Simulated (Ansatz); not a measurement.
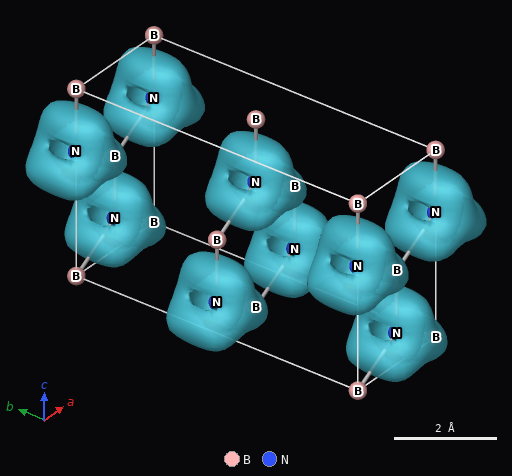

The picture shows: BN. Isosurface of the ELF at 0.75 (cyan), seen at an oblique angle. Only the valence region is drawn (cores and ρ < 0.01 e/Å³ removed). Sticks mark near contacts.

Space group Fmm2; a structure from a database of computed crystals, not necessarily the ambient phase.

The calculation used DFT r2SCAN, scalar-relativistic, plane waves, PAW (Ansatz).

In a PAW calculation such maps are meaningful between the atoms, not at the nuclei.

```
B N
1.0
     2.50160    0.00000    0.00000
     0.00000    6.96485    0.00000
     0.00000    0.00000    4.32890
B N
4 4
Direct
  0.00000 0.00000 0.00007
  0.50000 0.50000 0.00007
  0.50000 0.00000 0.50007
  0.00000 0.50000 0.50007
  0.50000 0.00000 0.16663
  0.00000 0.50000 0.16663
  0.00000 0.00000 0.66663
  0.50000 0.50000 0.66663
```

> Identify the bonds, lone pairs and shells in this picture.

The ELF exceeds this value in four regions on N in which the atom's valence shell and bonds are merged, counted in one cell of 8 atoms. Regions shared between cells count once. Along the contacts the grid gives the following. B–N (1.44 Å): the ELF peaks at about 0.95 between the atoms, as expected for a shared but strongly polarised pair.
